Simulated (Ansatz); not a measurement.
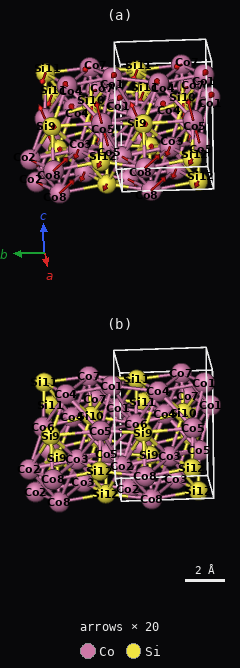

The structure of solid Co2Si (set up in P1) (coarse preliminary run) before (top) and after (bottom) a relaxation, at one scale. The red arrows give the displacements (the part carried along by the change of the cell is left out), magnified 20 times.

A ball-and-stick model of the cell of the calculation, repeated 2 × 2 × 1 with one cell outlined, seen from a free direction.

Method: DFT PBE, scalar-relativistic, plane waves, PAW in Ansatz 0.2.0.

Input file:
```yaml
crystal:
  lattice:
    - [-0.0091211979, -3.6847958789, -0.0397673842]
    - [-4.7553992369, -0.0120013141, -0.0349418736]
    - [-0.0503799412, -0.0754423859, -6.9885397972]
  atoms:
    - { symbol: Co, position: [0.3282687385, 0.0463360984, 0.7814864016], spin: 0.47 }
    - { symbol: Co, position: [0.7378516914, 0.980148337, 0.22839652], spin: 0.47 }
    - { symbol: Co, position: [0.7253692681, 0.453423142, 0.2918784046], spin: 0.47 }
    - { symbol: Co, position: [0.2163522401, 0.5338877538, 0.7059876075], spin: 0.47 }
    - { symbol: Co, position: [0.2147403089, 0.1625738635, 0.4052342946], spin: 0.27 }
    - { symbol: Co, position: [0.7632561652, 0.8153601987, 0.5503940624], spin: 0.27 }
    - { symbol: Co, position: [0.7919636051, 0.3184636587, 0.9460160501], spin: 0.27 }
    - { symbol: Co, position: [0.2362497695, 0.695875589, 0.0457144098], spin: 0.27 }
    - { symbol: Si, position: [0.2377176446, 0.7094865734, 0.3929836962] }
    - { symbol: Si, position: [0.7202563672, 0.2999005693, 0.6326807927] }
    - { symbol: Si, position: [0.7791348433, 0.8029258121, 0.9113226766] }
    - { symbol: Si, position: [0.2488393581, 0.1816184039, 0.1079050839] }
basis:
  ecutwfc: 420
kpoints:
  mp_grid: { grid: [6, 4, 4] }
hamiltonian:
  xc: pbe
scf:
  occupations: { method: gaussian, width: 0.2 }
  lower_state_search: "off"
output:
  forces: true
  stress: true
  eigenvalues: true
  populations: true
magnetization:
  spin_polarized: true
relax:
  adjacent_minimum: "off"
  f_tol: 0.025
  max_steps: 60
  cell: { stress_tol: 0.25 }
```

Launched with:
```bash
ansatz run input.yaml --threads 4 --pin off --max-ram 8192MiB --backend cpu --events-out ev --progress --plain --runs-dir out
```

Q: Describe what moved and what it gained.

A: The run was cut off at its time limit before the relaxation converged, so the last structure is only a point on the way. Over 1 geometry step the energy falls by 116 meV per atom. Largest force component: 4 eV/Å at the start, 2.3 eV/Å at the end. The pressure goes from 20.00 to 8.05 GPa. The atom that moves furthest relative to the cell is Co5 (0.079 Å along [2 1 3]). Largest moves by element: Co 0.079 Å, Si 0.058 Å. Cell: a 3.685 → 3.714 Å (+0.8 %), b 4.756 → 4.805 Å (+1.0 %), c 6.989 → 7.039 Å (+0.7 %), α 89.2° → 89.6°, β 88.8° → 88.9°, γ 89.7° → 90.0°. Volume +2.6 %. Among the contacts that change: Co8–Si11 2.006 → 2.137 Å, Co5–Si12 2.080 → 2.181 Å, Co1–Si10 2.130 → 2.227 Å, Co2–Co5 2.347 → 2.433 Å. The space group stays P1 (No. 1). Cost: 8.9 min on 4 threads of Intel(R) Xeon(R) Processor @ 2.50GHz (Skylake/Cascade Lake), on a shared host, peak memory 1.2 GiB.
